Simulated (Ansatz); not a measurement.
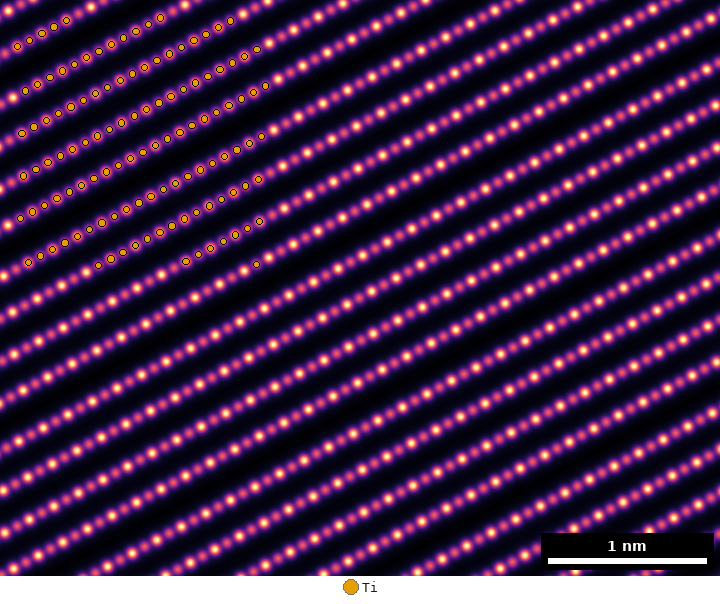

Dark-field STEM-like image of Ti (R-3m, No. 166) along [310]. Simulation: incoherent imaging, intensity Z^1.7 per atom, probe width 0.50 Å, thin sample. The probe carries 15 % of its weight in a tail 2.5 times as wide. The display is stretched by a gamma of 0.65; percentages refer to the linear signal. Structure: the end point of a relaxation with DFT PBE, scalar-relativistic, plane waves, PAW (Ansatz); the starting structure was generated, so it need not be a known form of this composition.

Coloured dots in one corner mark the columns of the model.

**What can be read from this image?**

The columns repeat on an oblique net of 1.77 × 9.69 Å with an angle of 93° (plane group p2). The brightest columns hold 2 Ti per repeat; in falling brightness follow 1 Ti (about 50 %). Brightness is counted from the darkest point of the image. The closest visible columns (Ti and Ti) are 0.87 Å apart in projection. Along the beam the structure repeats every 14.31 Å.
